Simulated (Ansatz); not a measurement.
AgCl, space group Fm-3m (No. 225), a = 5.339 Å, b = 5.339 Å, c = 5.339 Å, α = 90.00°, β = 90.00°, γ = 90.00°

```csv
site,Wyckoff,x,y,z
Ag,4b,0.5000,0.0000,0.0000
Cl,4a,0.0000,0.0000,0.0000
```

Source: coordinates from a relaxation (final pressure about 4 GPa) with DFT PBEsol, scalar-relativistic, plane waves, PAW (Ansatz).

Q: Describe the coordination of Ag.

A: AgCl6: an essentially ideal octahedron (coordination number 6, S = 0.00; next best trigonal prism, S = 16.7). Bonds: 6 × Ag–Cl 2.67 Å. The next neighbour, not counted, lies at 3.78 Å.

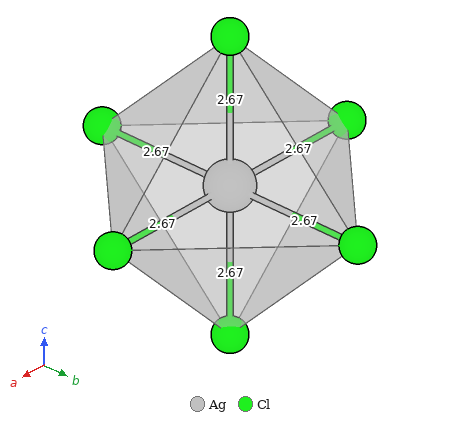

The polyhedron about Ag. Shape measures S are computed against regular polyhedra or, for capped shapes, the nearer of the equal-edge and equal-bond forms.
